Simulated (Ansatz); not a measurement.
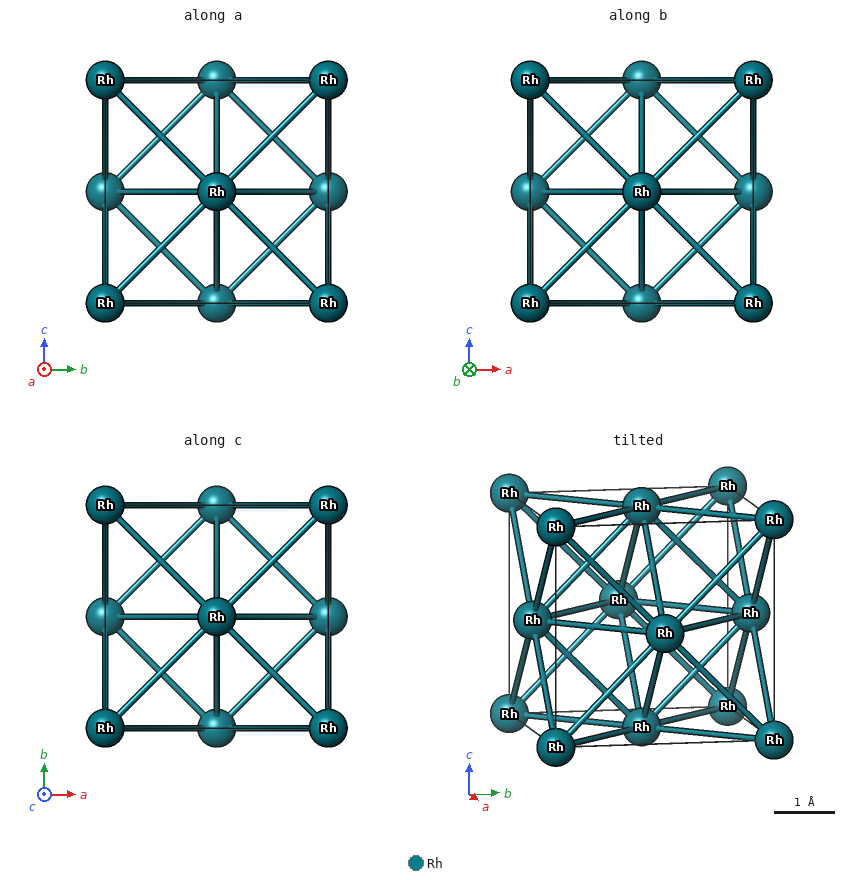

An orthographic ball-and-stick view of the structure, along the a axis, along the b axis, along the c axis and slightly off an axis. The box is the conventional unit cell; atoms on or close to its faces, edges and corners are drawn wherever they repeat.

Lattice parameters: a = 3.751 Å, b = 3.751 Å, c = 3.751 Å, α = 90.00°, β = 90.00°, γ = 90.00°.

Convert the drawing into a table of Wyckoff sites.

Space group Fm-3m (No. 225).
| atom | site | x | y | z |
| --- | --- | --- | --- | --- |
| Rh | 4a | 0.0000 | 0.0000 | 0.0000 |

It goes back to a random cell made by a generator, so it need not be a real form of the element. The cell was then strained or its atoms displaced on purpose. It was the input of a calculation with Ansatz.

At this level of theory the cell isn't at rest (compressed, at 19 GPa), so its distances can differ from those at equilibrium, the more so the softer the solid.
